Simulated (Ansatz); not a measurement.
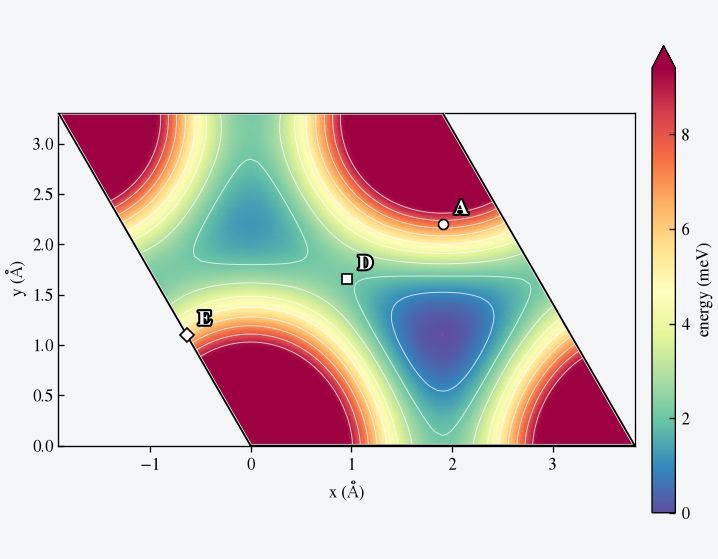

N₂ on a Si(001) slab cut from the P6_3/mmc phase, its upper half relaxed before the scan (6 atoms of substrate and one adsorbate in a 1 × 1 cell). N2 is moved over the surface cell at a fixed height above a rigid substrate; the origin of the map has the adsorbate above Si6; the height is held at 3.70 Å. Places are given modulo a cell vector. The map is drawn in real space over the plane of the surface. The grid has 6 × 6 points; 10 points were computed and 26 follow by symmetry. Energies are in meV, from the lowest grid point. With one adsorbate in each 1 × 1 cell, its nearest image is 3.8 Å away, so neighbouring adsorbates interact. At a fixed height the lowest place need not be the adsorption site. Theory: Ansatz, DFT PBE+D3(BJ), scalar-relativistic, plane waves, PAW. Settings: cutoff 420 eV, k-mesh 9×9×1, gaussian smearing 0.05 eV, no spin polarisation.

Drawn: a smooth colour map with a few white contour lines, the outline of one cell of the plane, one colour for all values above the top of the scale, lettered points. Between grid points the surface is interpolated.

What kind of point is each of A, D, E: minimum, saddle, maximum or slope?

Answer. A: on a slope; D: saddle point; E: on a slope. (In these two coordinates alone; a stationary point may lie a little off the grid point.)

Rank the lettered points by energy, lowest first.

Answer. D (2.1 meV), E (5.8 meV), A (7.6 meV).

PAW datasets: the set soft_1.
